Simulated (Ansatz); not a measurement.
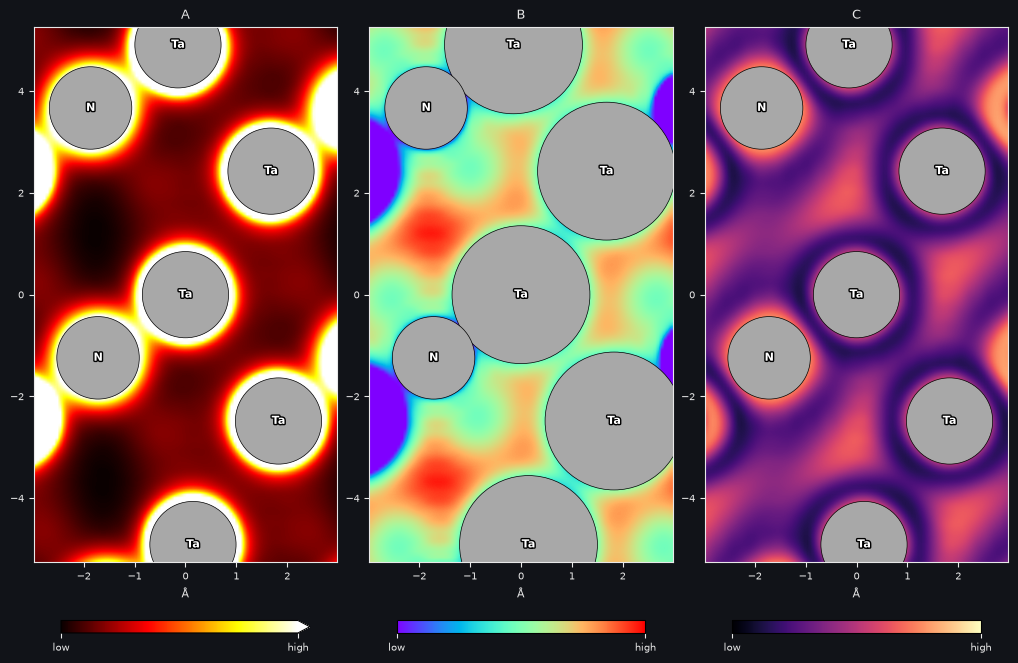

Ta₂N: 3 fields on the (010) plane of the conventional cell, with unlabelled colour scales. Grey discs cover the atomic cores.

Space group C2/m; a structure from a database of computed crystals, not necessarily the ambient phase; changed on purpose from its base cell (strain -0.0300 x Voigt [0, 0, 0, 0, 1, 0], atoms carried along); computed without spin polarisation.

Theory: DFT PBEsol, scalar-relativistic, plane waves, PAW (Ansatz).

**Which field does each panel show? The fields are: electron localisation function, electrostatic potential energy of an electron and valence pseudo-density.**

Panel A: valence pseudo-density. Panel B: electrostatic potential energy of an electron (low next to the atoms, rising into the space between them). Panel C: electron localisation function. From the grid: Ta–Ta (2.95 Å): ρ is about 0.27 e/Å³ halfway; the ELF is about 0.25 at the midpoint (no shared electron pair shows on this line).
